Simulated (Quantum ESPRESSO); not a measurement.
# CsPbBr3: band-structure run (part 3 of 3)

The same run, continued: CsPbBr3 (Pm-3m, 5 atoms in the cell); Kohn-Sham DFT of a periodic cell, r2SCAN, SG15 PBE 1.2, no spin polarisation (Quantum ESPRESSO 7.5); cutoff 761.92 eV, 5×5×5 k-mesh, fermi-dirac of 0.05 eV. The structure derives from an entry of the Crystallography Open Database.

Geometry of the input (Å; fractional positions):
```
5.8700  0.0000  0.0000
0.0000  5.8700  0.0000
0.0000  0.0000  5.8700
Pb 0.5000  0.5000  0.5000
Cs 0.0000  0.0000  0.0000
Br 0.5000  0.5000  0.0000
Br 0.5000  0.0000  0.5000
Br 0.0000  0.5000  0.5000
```

### Output, continued
```
          k = 0.2000-0.2000 0.2000 (  9666 PWs)   bands (ev):

   -18.4673 -13.0273 -13.0273 -12.8208 -12.8208 -12.8208 -11.6461 -11.0759
   -11.0759  -4.7498  -4.7498  -4.7276  -4.6426  -0.1659  -0.1659   0.2683
     1.1881   1.1881   1.4661   1.6338   1.6560   1.6560   7.9783   8.2971
     8.2972   8.6679   8.9860   8.9860   9.9197   9.9197  10.1169

          k = 0.2000-0.2000 0.4000 (  9667 PWs)   bands (ev):

   -18.4667 -13.0272 -12.9589 -12.8215 -12.8215 -12.8208 -11.5250 -11.2896
   -11.0744  -4.9723  -4.7513  -4.7504  -4.7324  -0.0920   0.1310   0.7005
     1.0039   1.2050   1.5534   1.6270   1.7147   2.1169   6.5435   8.0698
     8.0787   8.9054   9.3941   9.4873  10.1673  10.2773  10.5449

          k = 0.2000-0.2000-0.4000 (  9667 PWs)   bands (ev):

   -18.4667 -13.0272 -12.9589 -12.8215 -12.8215 -12.8208 -11.5250 -11.2896
   -11.0744  -4.9723  -4.7513  -4.7504  -4.7324  -0.0920   0.1310   0.7005
     1.0039   1.2050   1.5534   1.6270   1.7147   2.1169   6.5435   8.0698
     8.0787   8.9054   9.3941   9.4873  10.1672  10.2773  10.5443

          k = 0.2000-0.2000-0.2000 (  9666 PWs)   bands (ev):

   -18.4673 -13.0273 -13.0273 -12.8208 -12.8208 -12.8208 -11.6461 -11.0759
   -11.0759  -4.7498  -4.7498  -4.7276  -4.6426  -0.1659  -0.1659   0.2683
     1.1881   1.1881   1.4661   1.6338   1.6560   1.6560   7.9783   8.2972
     8.2972   8.6679   8.9860   8.9860   9.9197   9.9200  10.1168

          k = 0.4000 0.0000 0.0000 (  9654 PWs)   bands (ev):

   -18.4673 -13.0850 -12.9864 -12.8211 -12.8211 -12.8199 -11.5756 -11.2818
   -10.9274  -4.7354  -4.7353  -4.7353  -4.4592  -0.6500  -0.6500   0.7634
     1.3482   1.3482   1.3558   1.4933   1.4933   1.9869   6.8683   8.4698
     9.0579   9.1471   9.3816   9.3817   9.5630  10.5418  10.5423

          k = 0.4000 0.0000 0.2000 (  9651 PWs)   bands (ev):

   -18.4670 -13.0615 -12.9677 -12.8215 -12.8211 -12.8203 -11.5477 -11.2866
   -11.0044  -4.7473  -4.7381  -4.7318  -4.7212  -0.6035  -0.0204   0.7103
     1.1508   1.3219   1.4203   1.4780   1.6671   2.0692   6.7076   8.2772
     8.7858   9.1856   9.2086   9.3831   9.8158  10.3244  10.4389

          k = 0.4000 0.0000 0.4000 (  9644 PWs)   bands (ev):

   -18.4665 -13.0404 -12.9160 -12.8223 -12.8211 -12.8211 -11.4557 -11.3259
   -11.1500  -5.0532  -4.7554  -4.7499  -4.7262  -0.5210   0.6061   0.9114
     1.1321   1.2773   1.2983   1.4500   1.8970   2.5052   6.4286   6.4915
     8.9816   9.2892   9.6431   9.9726  10.0688  10.2703  10.3437

          k = 0.4000 0.0000-0.4000 (  9644 PWs)   bands (ev):

   -18.4665 -13.0404 -12.9160 -12.8223 -12.8211 -12.8211 -11.4557 -11.3259
   -11.1500  -5.0532  -4.7554  -4.7499  -4.7262  -0.5210   0.6061   0.9114
     1.1321   1.2773   1.2983   1.4500   1.8970   2.5052   6.4286   6.4915
     8.9816   9.2892   9.6432   9.9729  10.0693  10.2708  10.3443

          k = 0.4000 0.0000-0.2000 (  9651 PWs)   bands (ev):

   -18.4670 -13.0615 -12.9677 -12.8215 -12.8211 -12.8203 -11.5477 -11.2866
   -11.0044  -4.7473  -4.7381  -4.7318  -4.7212  -0.6035  -0.0204   0.7103
     1.1508   1.3219   1.4203   1.4780   1.6671   2.0692   6.7076   8.2772
     8.7858   9.1856   9.2086   9.3831   9.8159  10.3244  10.4389

          k = 0.4000 0.2000 0.0000 (  9651 PWs)   bands (ev):

   -18.4670 -13.0615 -12.9677 -12.8215 -12.8211 -12.8203 -11.5477 -11.2866
   -11.0044  -4.7473  -4.7381  -4.7318  -4.7212  -0.6035  -0.0203   0.7103
     1.1508   1.3219   1.4203   1.4780   1.6671   2.0692   6.7076   8.2772
     8.7858   9.1856   9.2086   9.3831   9.8161  10.3249  10.4393

          k = 0.4000 0.2000 0.2000 (  9667 PWs)   bands (ev):

   -18.4667 -13.0272 -12.9589 -12.8215 -12.8215 -12.8208 -11.5250 -11.2896
   -11.0744  -4.9723  -4.7513  -4.7504  -4.7324  -0.0920   0.1310   0.7005
     1.0039   1.2050   1.5534   1.6269   1.7147   2.1169   6.5435   8.0698
     8.0786   8.9054   9.3941   9.4873  10.1674  10.2777  10.5450

          k = 0.4000 0.2000 0.4000 (  9643 PWs)   bands (ev):

   -18.4662 -12.9953 -12.9159 -12.8223 -12.8215 -12.8215 -11.4468 -11.3245
   -11.2049  -5.2935  -4.7630  -4.7601  -4.7412   0.0940   0.6558   0.8647
     0.9335   1.1770   1.6063   1.6680   1.9004   2.5528   6.2551   6.3234
     7.8244   9.1939   9.6771   9.6894   9.9658  10.1683  10.6357

          k = 0.4000 0.2000-0.4000 (  9643 PWs)   bands (ev):

   -18.4662 -12.9953 -12.9159 -12.8223 -12.8215 -12.8215 -11.4468 -11.3245
   -11.2049  -5.2935  -4.7630  -4.7601  -4.7412   0.0940   0.6558   0.8647
     0.9335   1.1770   1.6063   1.6680   1.9004   2.5528   6.2551   6.3234
     7.8244   9.1939   9.6770   9.6894   9.9658  10.1683  10.6350

          k = 0.4000 0.2000-0.2000 (  9667 PWs)   bands (ev):

   -18.4667 -13.0272 -12.9589 -12.8215 -12.8215 -12.8208 -11.5250 -11.2896
   -11.0744  -4.9723  -4.7513  -4.7504  -4.7324  -0.0920   0.1310   0.7006
     1.0039   1.2050   1.5534   1.6269   1.7147   2.1169   6.5435   8.0698
     8.0786   8.9054   9.3941   9.4873  10.1672  10.2773  10.5456

          k = 0.4000 0.4000 0.0000 (  9644 PWs)   bands (ev):

   -18.4665 -13.0404 -12.9160 -12.8223 -12.8211 -12.8211 -11.4557 -11.3259
   -11.1500  -5.0532  -4.7554  -4.7499  -4.7262  -0.5210   0.6061   0.9114
     1.1321   1.2773   1.2983   1.4500   1.8970   2.5052   6.4286   6.4915
     8.9816   9.2892   9.6432   9.9726  10.0688  10.2707  10.3441

          k = 0.4000 0.4000 0.2000 (  9643 PWs)   bands (ev):

   -18.4662 -12.9953 -12.9160 -12.8223 -12.8215 -12.8215 -11.4468 -11.3245
   -11.2050  -5.2935  -4.7630  -4.7601  -4.7412   0.0940   0.6558   0.8647
     0.9335   1.1770   1.6063   1.6680   1.9004   2.5528   6.2551   6.3234
     7.8244   9.1939   9.6770   9.6894   9.9659  10.1683  10.6352

          k = 0.4000 0.4000 0.4000 (  9688 PWs)   bands (ev):

   -18.4657 -12.9159 -12.9159 -12.8223 -12.8223 -12.8223 -11.4112 -11.3222
   -11.3222  -5.6112  -4.7752  -4.7752  -4.7665   0.7287   0.7929   0.7929
     1.1408   1.1408   1.8841   1.8841   1.9207   2.9317   5.9765   5.9765
     6.1115   8.9494   9.5190   9.5190   9.5357  10.5380  10.5380

          k = 0.4000 0.4000-0.4000 (  9688 PWs)   bands (ev):

   -18.4657 -12.9159 -12.9159 -12.8223 -12.8223 -12.8223 -11.4112 -11.3222
   -11.3222  -5.6112  -4.7752  -4.7752  -4.7665   0.7287   0.7929   0.7929
     1.1408   1.1408   1.8841   1.8841   1.9207   2.9317   5.9765   5.9765
     6.1115   8.9494   9.5190   9.5190   9.5357  10.5380  10.5382

          k = 0.4000 0.4000-0.2000 (  9643 PWs)   bands (ev):

   -18.4662 -12.9953 -12.9160 -12.8223 -12.8215 -12.8215 -11.4468 -11.3245
   -11.2050  -5.2935  -4.7630  -4.7601  -4.7412   0.0940   0.6558   0.8647
     0.9335   1.1770   1.6063   1.6680   1.9004   2.5528   6.2551   6.3234
     7.8244   9.1939   9.6770   9.6895   9.9659  10.1685  10.6354

          k = 0.4000-0.4000 0.0000 (  9644 PWs)   bands (ev):

   -18.4665 -13.0404 -12.9160 -12.8223 -12.8211 -12.8211 -11.4557 -11.3259
   -11.1500  -5.0532  -4.7554  -4.7499  -4.7262  -0.5210   0.6061   0.9114
     1.1321   1.2773   1.2983   1.4500   1.8970   2.5052   6.4287   6.4915
     8.9816   9.2892   9.6432   9.9726  10.0688  10.2705  10.3439

          k = 0.4000-0.4000 0.2000 (  9643 PWs)   bands (ev):

   -18.4662 -12.9953 -12.9160 -12.8223 -12.8215 -12.8215 -11.4468 -11.3245
   -11.2050  -5.2935  -4.7630  -4.7601  -4.7412   0.0940   0.6558   0.8647
     0.9335   1.1770   1.6063   1.6680   1.9004   2.5528   6.2551   6.3234
     7.8244   9.1939   9.6770   9.6894   9.9660  10.1687  10.6358

          k = 0.4000-0.4000 0.4000 (  9688 PWs)   bands (ev):

   -18.4657 -12.9159 -12.9159 -12.8223 -12.8223 -12.8223 -11.4112 -11.3222
   -11.3222  -5.6112  -4.7752  -4.7752  -4.7665   0.7287   0.7929   0.7929
     1.1408   1.1408   1.8841   1.8841   1.9207   2.9317   5.9765   5.9765
     6.1115   8.9494   9.5190   9.5190   9.5357  10.5381  10.5382

          k = 0.4000-0.4000-0.4000 (  9688 PWs)   bands (ev):

   -18.4657 -12.9159 -12.9159 -12.8223 -12.8223 -12.8223 -11.4112 -11.3222
   -11.3222  -5.6112  -4.7752  -4.7752  -4.7665   0.7287   0.7929   0.7929
     1.1408   1.1408   1.8841   1.8841   1.9207   2.9317   5.9765   5.9765
     6.1115   8.9494   9.5190   9.5190   9.5357  10.5380  10.5381

          k = 0.4000-0.4000-0.2000 (  9643 PWs)   bands (ev):

   -18.4662 -12.9953 -12.9160 -12.8223 -12.8215 -12.8215 -11.4468 -11.3245
   -11.2050  -5.2935  -4.7630  -4.7601  -4.7412   0.0940   0.6558   0.8647
     0.9335   1.1770   1.6063   1.6680   1.9004   2.5528   6.2551   6.3234
     7.8244   9.1939   9.6770   9.6895   9.9658  10.1684  10.6355

          k = 0.4000-0.2000 0.0000 (  9651 PWs)   bands (ev):

   -18.4670 -13.0615 -12.9677 -12.8215 -12.8211 -12.8203 -11.5477 -11.2866
   -11.0044  -4.7473  -4.7381  -4.7318  -4.7212  -0.6035  -0.0203   0.7103
     1.1508   1.3219   1.4203   1.4780   1.6671   2.0692   6.7076   8.2772
     8.7858   9.1856   9.2086   9.3831   9.8158  10.3244  10.4390

          k = 0.4000-0.2000 0.2000 (  9667 PWs)   bands (ev):

   -18.4667 -13.0272 -12.9589 -12.8215 -12.8215 -12.8208 -11.5250 -11.2896
   -11.0744  -4.9723  -4.7513  -4.7504  -4.7324  -0.0920   0.1310   0.7006
     1.0039   1.2050   1.5534   1.6269   1.7147   2.1169   6.5435   8.0698
     8.0786   8.9054   9.3941   9.4874  10.1673  10.2775  10.5451

          k = 0.4000-0.2000 0.4000 (  9643 PWs)   bands (ev):

   -18.4662 -12.9953 -12.9159 -12.8223 -12.8215 -12.8215 -11.4468 -11.3245
   -11.2049  -5.2935  -4.7630  -4.7601  -4.7412   0.0940   0.6558   0.8647
     0.9335   1.1770   1.6063   1.6680   1.9004   2.5528   6.2551   6.3234
     7.8244   9.1939   9.6771   9.6894   9.9659  10.1685  10.6351

          k = 0.4000-0.2000-0.4000 (  9643 PWs)   bands (ev):

   -18.4662 -12.9953 -12.9159 -12.8223 -12.8215 -12.8215 -11.4468 -11.3245
   -11.2049  -5.2935  -4.7630  -4.7601  -4.7412   0.0940   0.6558   0.8647
     0.9335   1.1770   1.6063   1.6680   1.9004   2.5528   6.2551   6.3234
     7.8244   9.1939   9.6770   9.6894   9.9658  10.1683  10.6349

          k = 0.4000-0.2000-0.2000 (  9667 PWs)   bands (ev):

   -18.4667 -13.0272 -12.9589 -12.8215 -12.8215 -12.8208 -11.5250 -11.2896
   -11.0744  -4.9723  -4.7513  -4.7504  -4.7324  -0.0920   0.1310   0.7005
     1.0039   1.2050   1.5534   1.6269   1.7147   2.1169   6.5435   8.0698
     8.0786   8.9054   9.3941   9.4873  10.1675  10.2773  10.5448

     the Fermi energy is     4.5505 ev

!    total energy              =    -234.16898729 Ry
     estimated scf accuracy    <          8.4E-09 Ry
     smearing contrib. (-TS)   =      -0.00000000 Ry
     internal energy E=F+TS    =    -234.16898729 Ry

     The total energy is F=E-TS. E is the sum of the following terms:
     one-electron contribution =     -92.84517470 Ry
     hartree contribution      =      61.34283731 Ry
     xc contribution           =     -35.62292402 Ry
     ewald contribution        =    -167.04372588 Ry

     convergence has been achieved in  13 iterations

     Forces acting on atoms (cartesian axes, Ry/au):

     atom    1 type  1   force =    -0.00000323   -0.00000553    0.00000461
     atom    2 type  2   force =    -0.00000059    0.00000113    0.00000006
     atom    3 type  3   force =     0.00000296    0.00000220   -0.00000143
     atom    4 type  3   force =     0.00000027    0.00000144   -0.00000473
     atom    5 type  3   force =     0.00000059    0.00000076    0.00000150

     Total force =     0.000010     Total SCF correction =     0.000032
     SCF correction compared to forces is large: reduce conv_thr to get better values

     Computing stress (Cartesian axis) and pressure

          total   stress  (Ry/bohr**3)                   (kbar)     P=        3.70
   0.00002518  -0.00000000  -0.00000000            3.70       -0.00       -0.00
  -0.00000000   0.00002518  -0.00000000           -0.00        3.70       -0.00
  -0.00000000  -0.00000000   0.00002518           -0.00       -0.00        3.70

=------------------------------------------------------------------------------=
   JOB DONE.
=------------------------------------------------------------------------------=
```

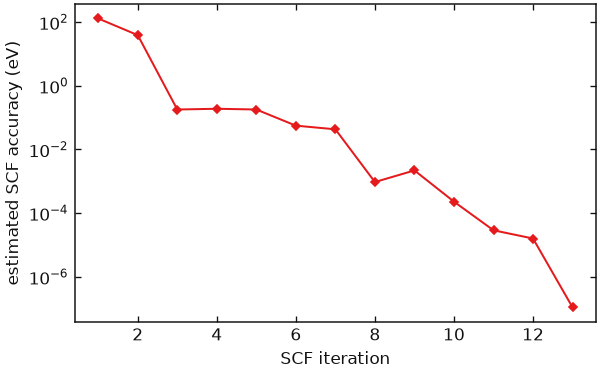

**Figure 1.** Convergence of the self-consistent field: estimated SCF accuracy against the iteration. The field takes 13 iterations in all.

### Results in brief

| quantity | value |
| --- | --- |
| outcome | converged |
| space group (tolerance 0.01 Å) | Pm-3m (221) |
| electrons treated | 44 |
| free energy | −3186.0314 eV |
| Fermi energy | 4.550 eV |
| gap on the k-point mesh | 3.04 eV |
| gap on the band path | 1.97 eV |
| pressure | 0.37 GPa |
| largest force (length of the vector) | under 0.001 eV/Å |
| wall time | 12 min (CPU time 23 min) |
| peak memory | 0.64 GiB |

### Notes

Further notes kept with the run: potentials made for another functional. Notes on the run: SCF correction compared to forces is large; eigenvalues not converged. Points of doubt noted for this run: potentials made for another functional. Spin–orbit coupling is left out, which matters for Pb.
